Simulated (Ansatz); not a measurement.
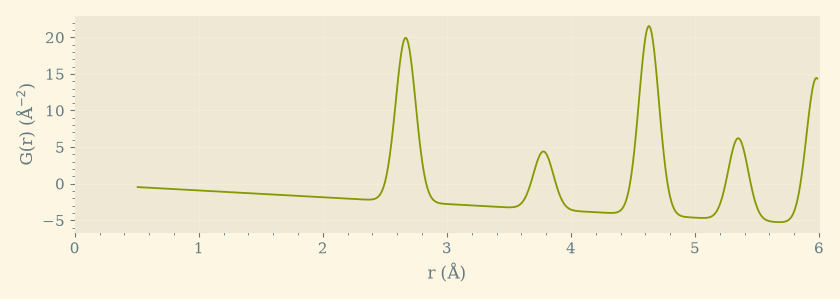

Simulated X-ray pair distribution function, G(r) = R(r)/r − 4πρ₀r, summed over the atomic distances of the structure with each pair weighted by the product of the atomic numbers (X-ray weights at Q = 0); every distance is a Gaussian of σ = 0.08 Å.

Candidate polymorphs:

A. 
Space group Fm-3m (No. 225). a = 3.782 Å, b = 3.782 Å, c = 3.782 Å, α = 90.00°, β = 90.00°, γ = 90.00°
| atom | site | symmetry | x | y | z |
| --- | --- | --- | --- | --- | --- |
| Rh | 4a | m-3m | 0.0000 | 0.0000 | 0.0000 |

B. 
```cif
data_structure
_symmetry_space_group_name_H-M 'P 1'
_symmetry_Int_Tables_number 1
_cell_length_a 2.7378
_cell_length_b 2.7378
_cell_length_c 4.4109
_cell_angle_alpha 90.000
_cell_angle_beta 90.000
_cell_angle_gamma 120.000
_cell_volume 28.63
loop_
_atom_site_label
_atom_site_type_symbol
_atom_site_fract_x
_atom_site_fract_y
_atom_site_fract_z
_atom_site_occupancy
Rh1 Rh 0.33333 0.66667 0.25000 1
Rh2 Rh 0.66667 0.33333 0.75000 1
```

C. 
```cif
data_structure
_symmetry_space_group_name_H-M 'Im-3m'
_symmetry_Int_Tables_number 229
_cell_length_a 3.0728
_cell_length_b 3.0728
_cell_length_c 3.0728
_cell_angle_alpha 90.000
_cell_angle_beta 90.000
_cell_angle_gamma 90.000
_cell_volume 29.01
loop_
_atom_site_label
_atom_site_type_symbol
_atom_site_symmetry_multiplicity
_atom_site_Wyckoff_symbol
_atom_site_fract_x
_atom_site_fract_y
_atom_site_fract_z
_atom_site_occupancy
Rh1 Rh 2 a 0.00000 0.00000 0.00000 1
```

Origins: A, the input geometry of an electronic-structure calculation (not necessarily at equilibrium); B, coordinates from a relaxation with DFT, revPBE, plane waves (420 eV) with PAW, scalar-relativistic in Ansatz 0.2.0; the starting structure was generated, so it need not be a known form of this composition; C, the input geometry of an electronic-structure calculation (not necessarily at equilibrium); the starting structure was generated, so it need not be a known form of this composition.

**Which candidate gives this PDF?**

Candidate A, Rh, Fm-3m (first clear peaks at 2.67 Å (Rh–Rh) and 3.78 Å (Rh–Rh)). The others: B would give first clear peaks at 2.72 Å (Rh–Rh) and 3.85 Å (Rh–Rh); C would give first clear peaks at 2.66 Å (Rh–Rh) and 3.07 Å (Rh–Rh).
